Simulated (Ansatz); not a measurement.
**SiC$_{2}$: one change and its effect**

System: SiC$_{2}$ (P6/mmm, 3 atoms in the cell).
Method of the first run: Kohn-Sham DFT of a periodic cell, HSE06 form with a typed share of exact exchange, Ansatz PAW, no spin polarisation (Ansatz 0.2.0).

The structure was built on a prototype by a generator; it need not be a known phase. Text and figures count atoms from 1; the logs count them from 0 in places.

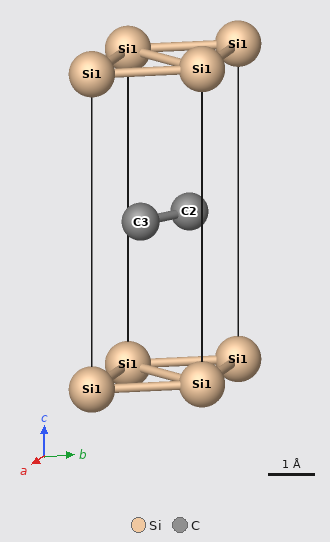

Fig. 1: The structure as given in the input (ball-and-stick view of the cell of the calculation, seen slightly off an axis; atoms are numbered from 1 in the order of the input). An atom can appear more than once, as a periodic image.

### Input file, the first run
```yaml
crystal:
  lattice:
    - [2.46491, 0.0, 0.0]
    - [-1.23245, 2.13467, 0.0]
    - [0.0, 0.0, 7.12745]
  atoms:
    - { symbol: Si, position: [0.0, 0.0, 0.0] }
    - { symbol: C, position: [0.33333, 0.66667, 0.5] }
    - { symbol: C, position: [0.66667, 0.33333, 0.5] }
hamiltonian:
  xc: { exchange: pbe, correlation: pbe, exx: { coeff: 0.2, omega: 0.2 } }
  pseudopotentials: { kind: paw }
kpoints:
  mp_grid: { grid: [6, 6, 2] }
scf:
  occupations: { method: fermi_dirac, width: 0.05 }
output:
  forces: true
  stress: true
  eigenvalues: true
  write_density: true
  write_potential: true
  elf: true
  volumetric_format: npy
```

Hardware: 1 × NVIDIA H100 80GB HBM3, 2 threads of AMD EPYC (Zen 3), 288 GiB of memory available, shared host.

### Output, shortened to warnings, some set-up lines, iterations and results (the first run)
```
Warning: the atoms were moved onto the symmetric positions of the space group found under crystal.symmetry.tolerance 1.0e-5 (fractional; no operation is sought that the atoms, as they stand in a round, miss by more than twice it, and no atom is moved by as much as it), and the run uses the moved positions. Before a round's move an operation carried an atom to 2.46e-5 Å from where it should land, …
Warning: output.stress: scf.convergence.dr2_threshold = 1e-7 eV (the SCF's general default) is looser than the 3e-10 eV advised for a printed stress (1e-10 eV for each atom of the cell: 3). What an SCF threshold leaves in a stress goes as its square root, and in the free energy as the threshold itself, and one threshold admits the most on a small cell: of the crystals measured, under no hybrid …
Warning: output.stress: scf.exx.energy_threshold = 1e-6 eV is looser than the 3e-8 eV advised for a stress under a hybrid functional (1e-8 eV for each atom of the cell: 3). Every SCF of the exchange loop can meet its threshold on dr2 while the loop round them stops early: no threshold on dr2 bounds what that leaves in the stress. Set scf.exx.energy_threshold to 3e-8 eV or tighter. The threshold …
Basis set: ecut = 420 eV, 689 PW (Γ), exchange–correlation on 36×36×96 points (8 copies of the dense FFT grid, shifted against one another)
Symmetry: 24 space group operations
k-points: 14 of 72
Initial density: superposition of atomic densities (neutral atoms: chi_scale 0, normalization atom), corrected by the library's trained network
[...]
SCF iter   1: F=—  HF=-1136.784622 eV  |F-HF|=—  |Δ(HF+E_count)|=         —  Δρ=9.98e-3  dr2=2.01e-1  ethr=1.77e-3  ⟨swp⟩=7.9  Hψ=699  notcnv=0
SCF iter   2: F=—  HF=-1136.763923 eV  |F-HF|=—  |Δ(HF+E_count)|=   2.07e-2  Δρ=5.99e-3  dr2=5.69e-2  ethr=1.68e-3  ⟨swp⟩=3.1  Hψ=303  notcnv=0  defer=1
SCF iter   3: F=—  HF=-1136.756371 eV  |F-HF|=—  |Δ(HF+E_count)|=   7.55e-3  Δρ=1.28e-3  dr2=4.33e-4  ethr=3.79e-6  ⟨swp⟩=3.8  Hψ=549  notcnv=0
SCF iter   4: F=—  HF=-1136.756802 eV  |F-HF|=—  |Δ(HF+E_count)|=   4.31e-4  Δρ=1.69e-4  dr2=9.17e-6  ethr=3.61e-6  ⟨swp⟩=3.0  Hψ=286  notcnv=0
SCF iter   5: F=—  HF=-1136.756822 eV  |F-HF|=—  |Δ(HF+E_count)|=   1.99e-5  Δρ=4.60e-5  dr2=1.12e-6  ethr=7.65e-8  ⟨swp⟩=3.5  Hψ=283  notcnv=0
[... 17 lines ...]
SCF iter   2: F=—  HF=-1137.003297 eV  |F-HF|=—  |Δ(HF+E_count)|=   2.38e-7  Δρ=3.61e-5  dr2=3.36e-6  ethr=2.78e-9  ⟨swp⟩=3.1  Hψ=257  notcnv=0
SCF iter   3: F=—  HF=-1137.003296 eV  |F-HF|=—  |Δ(HF+E_count)|=   2.60e-7  Δρ=1.47e-5  dr2=1.01e-7  ethr=2.78e-9  ⟨swp⟩=2.8  Hψ=243  notcnv=0  defer=1
SCF iter   4: F=—  HF=-1137.003296 eV  |F-HF|=—  |Δ(HF+E_count)|=   6.80e-9  Δρ=5.86e-6  dr2=6.45e-8  ethr=7.79e-10  ⟨swp⟩=2.4  Hψ=235  notcnv=0  defer=1
SCF iter   5: F=-1137.003296 eV  HF=-1137.003296 eV  |F-HF|=3.36e-10  |Δ(HF+E_count)|=   5.50e-9  Δρ=7.13e-7  dr2=4.31e-10  ethr=4.96e-10  ⟨swp⟩=2.1  Hψ=231  notcnv=0  defer=1
SCF 3 converged in 5 iterations: F = -1137.003296 eV  dr2 = 4.31e-10
  Residual-converged pass: ⟨swp⟩=3.1  Hψ=275  notcnv=0  max |occ|·‖R‖ = 2.4e-6 eV (tolerance 2.4e-6 eV)  dr2=4.50e-10  dr2_onsite=1.94e-12  max |Δocc| = 1.1e-10
hybrid outer 2: dexx = +5.776e-8 eV, tail = 2.11e-9 eV, Δε = 1.34e-3 eV (about 3.25e-5 eV left of the loop's levels)
at 2 of the mixer's solves, all of them in the SCFs whose states led to this one, it left a direction of its history that read negative out of its fit and stepped the other way along it
hybrid SCF converged: 2 outer / 15 inner (+9 warm-up), last move |dexx| = 5.78e-8 eV, tail = 2.11e-9 eV
Stability not checked: this state was not tested for a lower state beside it, because the functional holds exact exchange (a hybrid, or Hartree-Fock), whose exchange loop this test does not read (fock_operator; see scf.lower_state_search)
Free energy (F): -1137.003296 eV
Frozen-core exchange: fock
Harris-Foulkes:  -1137.003296 eV  (|F-HF|=3.36e-10)
Internal energy: -1136.991478 eV  (E = F + TS)
E sigma→0 (E₀):  -1136.997387 eV
Entropy (-TS):   -0.011819 eV (-3.940 meV/atom)
Fermi energy:    6.505370 eV
--- Per-component energies (eV) ---
  E_band       = -26.956752
  E_kinetic    = 221.461868
  E_local      = -526.321719  (includes V_loc(G=0)·N_el)
  E_nonlocal   = 79.247262
  E_hartree    = 195.598614
  E_xc         = -128.360049
  E_vxc        = -139.833122  (∫ρ·V_xc dr)
  E_exx        = -18.720143  (= α·E_x^exact, valence–valence)
  E_paw        = -715.121997  (= ΣΔE_a)
  E_vpaw       = -15.267501  (= ΣTr[D̂ρ^β])
  E_aug_tail   = 0.000022  (compensation charges beyond the density's cutoff)
  E_ewald      = -244.700230
  E_core_change = -0.075107  (= ΣΔE_core)
  E_smearing   = -0.011819  (= −TS)
  E_closure    = -0.000000  (closes the sum)
  Σ components = -1137.003296   (vs F -1137.003296, Δ=2.27e-13)
--- Forces (eV/Å), atoms counted from 1 ---
  atom   1  Si    -0.00000000     0.00000000     0.00000000
  atom   2  C     -0.00000000    -0.00000000     0.00000000
  atom   3  C      0.00000000     0.00000000    -0.00000000
  max |Σ_I F_I| component: 1.11e-16 eV/Å
--- Stress (GPa, compression-positive) ---
       -1.649902       0.000000      -0.000000
        0.000000      -1.649902       0.000000
       -0.000000       0.000000       2.737110
  P = ⅓ Tr σ = -0.1876 GPa (-1.876 kbar)
```

The input of the second run differs as follows (lines with − go, lines with + come):
```diff
-  xc: { exchange: pbe, correlation: pbe, exx: { coeff: 0.2, omega: 0.2 } }
+  xc: { exchange: pbe, correlation: pbe, exx: { coeff: 0.1, omega: 0.2 } }
```

How does the second run compare with the first run?

The total energies belong to different methods, so their difference says nothing on which is more stable or more accurate. The pressure goes from −0.19 to 1.24 GPa. The SCF takes 20 iterations against 24.

### Output, shortened to warnings, some set-up lines, iterations and results (the second run)
```
Warning: the atoms were moved onto the symmetric positions of the space group found under crystal.symmetry.tolerance 1.0e-5 (fractional; no operation is sought that the atoms, as they stand in a round, miss by more than twice it, and no atom is moved by as much as it), and the run uses the moved positions. Before a round's move an operation carried an atom to 2.46e-5 Å from where it should land, …
Warning: output.stress: scf.convergence.dr2_threshold = 1e-7 eV (the SCF's general default) is looser than the 3e-10 eV advised for a printed stress (1e-10 eV for each atom of the cell: 3). What an SCF threshold leaves in a stress goes as its square root, and in the free energy as the threshold itself, and one threshold admits the most on a small cell: of the crystals measured, under no hybrid …
Warning: output.stress: scf.exx.energy_threshold = 1e-6 eV is looser than the 3e-8 eV advised for a stress under a hybrid functional (1e-8 eV for each atom of the cell: 3). Every SCF of the exchange loop can meet its threshold on dr2 while the loop round them stops early: no threshold on dr2 bounds what that leaves in the stress. Set scf.exx.energy_threshold to 3e-8 eV or tighter. The threshold …
Basis set: ecut = 420 eV, 689 PW (Γ), exchange–correlation on 36×36×96 points (8 copies of the dense FFT grid, shifted against one another)
Symmetry: 24 space group operations
k-points: 14 of 72
Initial density: superposition of atomic densities (neutral atoms: chi_scale 0, normalization atom), corrected by the library's trained network
[...]
SCF iter   1: F=—  HF=-1136.786395 eV  |F-HF|=—  |Δ(HF+E_count)|=         —  Δρ=9.98e-3  dr2=2.02e-1  ethr=1.77e-3  ⟨swp⟩=7.9  Hψ=699  notcnv=0
SCF iter   2: F=—  HF=-1136.765645 eV  |F-HF|=—  |Δ(HF+E_count)|=   2.07e-2  Δρ=6.04e-3  dr2=5.81e-2  ethr=1.68e-3  ⟨swp⟩=3.1  Hψ=306  notcnv=0  defer=1
SCF iter   3: F=—  HF=-1136.757828 eV  |F-HF|=—  |Δ(HF+E_count)|=   7.82e-3  Δρ=1.28e-3  dr2=4.26e-4  ethr=3.75e-6  ⟨swp⟩=3.9  Hψ=549  notcnv=0
SCF iter   4: F=—  HF=-1136.758264 eV  |F-HF|=—  |Δ(HF+E_count)|=   4.35e-4  Δρ=1.67e-4  dr2=5.92e-6  ethr=3.55e-6  ⟨swp⟩=3.0  Hψ=288  notcnv=0
SCF iter   5: F=—  HF=-1136.758284 eV  |F-HF|=—  |Δ(HF+E_count)|=   2.05e-5  Δρ=3.51e-5  dr2=2.79e-7  ethr=4.93e-8  ⟨swp⟩=3.7  Hψ=296  notcnv=0
[... 13 lines ...]
SCF iter   1: F=—  HF=-1136.875866 eV  |F-HF|=—  |Δ(HF+E_count)|=         —  Δρ=2.44e-5  dr2=1.17e-6  ethr=2.29e-8  ⟨swp⟩=5.1  Hψ=357  notcnv=0
SCF iter   2: F=—  HF=-1136.875866 eV  |F-HF|=—  |Δ(HF+E_count)|=   4.26e-8  Δρ=1.69e-5  dr2=6.75e-7  ethr=9.75e-9  ⟨swp⟩=2.0  Hψ=228  notcnv=0
SCF iter   3: F=—  HF=-1136.875866 eV  |F-HF|=—  |Δ(HF+E_count)|=   5.59e-8  Δρ=4.51e-6  dr2=4.90e-8  ethr=5.59e-9  ⟨swp⟩=2.0  Hψ=228  notcnv=0
SCF iter   4: F=-1136.875866 eV  HF=-1136.875866 eV  |F-HF|=3.62e-10  |Δ(HF+E_count)|=   3.53e-9  Δρ=4.70e-7  dr2=6.22e-10  ethr=3.73e-10  ⟨swp⟩=2.1  Hψ=229  notcnv=0
SCF 3 converged in 4 iterations: F = -1136.875866 eV  dr2 = 6.22e-10
  Residual-converged pass: ⟨swp⟩=3.1  Hψ=267  notcnv=0  max |occ|·‖R‖ = 2.3e-6 eV (tolerance 2.4e-6 eV)  dr2=6.10e-10  dr2_onsite=2.71e-12  max |Δocc| = 3.2e-11
hybrid outer 2: dexx = +2.539e-9 eV, tail = 1.27e-9 eV, Δε = 8.67e-4 eV (about 5.78e-5 eV left of the loop's levels)
hybrid SCF converged: 2 outer / 12 inner (+8 warm-up), last move |dexx| = 2.54e-9 eV, tail = 1.27e-9 eV
Stability not checked: this state was not tested for a lower state beside it, because the functional holds exact exchange (a hybrid, or Hartree-Fock), whose exchange loop this test does not read (fock_operator; see scf.lower_state_search)
Free energy (F): -1136.875866 eV
Frozen-core exchange: fock
Harris-Foulkes:  -1136.875866 eV  (|F-HF|=3.62e-10)
Internal energy: -1136.863907 eV  (E = F + TS)
E sigma→0 (E₀):  -1136.869887 eV
Entropy (-TS):   -0.011959 eV (-3.986 meV/atom)
Fermi energy:    6.526892 eV
--- Per-component energies (eV) ---
  E_band       = -20.790673
  E_kinetic    = 221.835470
  E_local      = -527.648383  (includes V_loc(G=0)·N_el)
  E_nonlocal   = 79.923068
  E_hartree    = 196.032161
  E_xc         = -139.866484
  E_vxc        = -152.814849  (∫ρ·V_xc dr)
  E_exx        = -9.360032  (= α·E_x^exact, valence–valence)
  E_paw        = -713.041734  (= ΣΔE_a)
  E_vpaw       = -15.430738  (= ΣTr[D̂ρ^β])
  E_aug_tail   = 0.000022  (compensation charges beyond the density's cutoff)
  E_ewald      = -244.700230
  E_core_change = -0.037766  (= ΣΔE_core)
  E_smearing   = -0.011959  (= −TS)
  E_closure    = 0.000000  (closes the sum)
  Σ components = -1136.875866   (vs F -1136.875866, Δ=-2.27e-13)
--- Forces (eV/Å), atoms counted from 1 ---
  atom   1  Si     0.00000000     0.00000000     0.00000000
  atom   2  C     -0.00000000    -0.00000000     0.00000000
  atom   3  C      0.00000000     0.00000000    -0.00000000
  max |Σ_I F_I| component: 3.70e-17 eV/Å
--- Stress (GPa, compression-positive) ---
        0.444804       0.000000      -0.000000
        0.000000       0.444804       0.000000
       -0.000000       0.000000       2.837608
  P = ⅓ Tr σ = 1.2424 GPa (12.424 kbar)
```

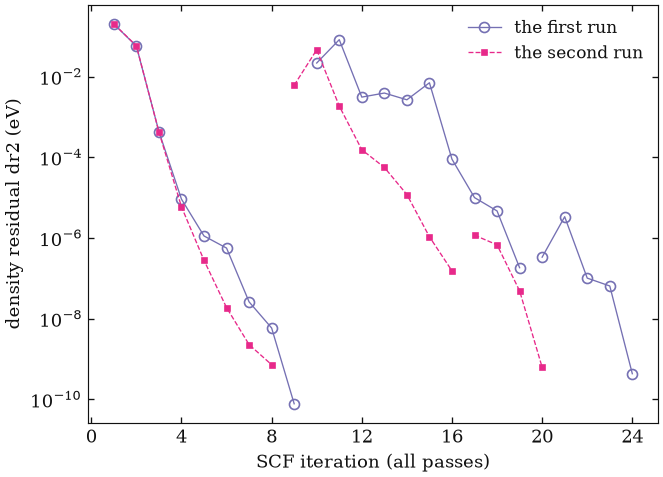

Fig. 2: Convergence of the two runs: density residual dr2 against the SCF iteration. A break in a curve parts two SCF passes. The first run takes 24 iterations in all, and the second run takes 20.

### The two runs side by side

| quantity | the first run | the second run |
| --- | --- | --- |
| outcome | converged | converged |
| free energy per atom (eV) | −379.0011 | −378.9586 |
| energy per atom, smearing taken to zero (eV) | −378.9991 | −378.9566 |
| gap on the mesh (eV) | 0.00 | 0.00 |
| pressure (GPa) | −0.19 | 1.24 |
| largest force (eV/Å) | 0.000 | 0.000 |
| SCF iterations | 24 | 20 |
| irreducible k-points | 14 | 14 |
| plane waves at Γ | 689 | 689 |
| wall time (shared host) | 8.3 s | 10 s |

For both runs: Warnings: the exchange loop's threshold is looser than advised for the stress; the SCF threshold is looser than advised for the printed stress; the structure was made exactly symmetric. The k-point mesh is coarse for a cell of this size, so the results may not be converged.
